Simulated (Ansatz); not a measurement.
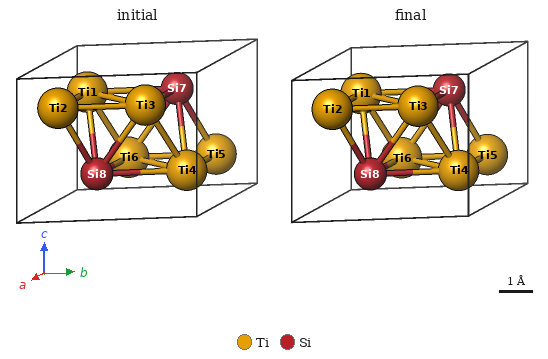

The structure of solid Ti3Si (set up in P6_3/mmc) before (left) and after (right) a relaxation, at one scale.

A ball-and-stick model of the cell of the calculation, seen slightly off an axis.

These are results of Ansatz 0.2.0, DFT LDA, scalar-relativistic, plane waves, PAW, not measurements. (plane-wave cutoff 420 eV; k-point mesh 6 × 6 × 8; occupations gaussian; smearing width 0.1 eV; no spin polarisation; cell and atoms relaxed; force threshold 0.005 eV/Å; at most 80 steps)

> What changed between the two?

No atom moves by more than 0.005 Å relative to the cell. Cell: a = b 5.631 → 5.520 Å (−2.0 %), c 4.505 → 4.438 Å (−1.5 %). Volume −5.3 %. Some distances before and after: Ti1–Ti2 2.902 → 2.842 Å, Ti1–Si7 2.816 → 2.760 Å, Ti1–Ti2 (another image) 2.729 → 2.678 Å, Ti1–Ti5 2.808 → 2.760 Å. The space group stays P6_3/mmc (No. 194). Over 4 accepted moves (5 points after the start) the energy falls by 0.162 eV per cell of the calculation. The largest force component goes from 0.006 to 0.00052 eV/Å. The pressure goes from −7.48 to −0.02 GPa. At 1 point the geometry stayed and the basis and grid were re-selected for the new cell (energy shift of 1.4 meV per cell of the calculation at most each time).
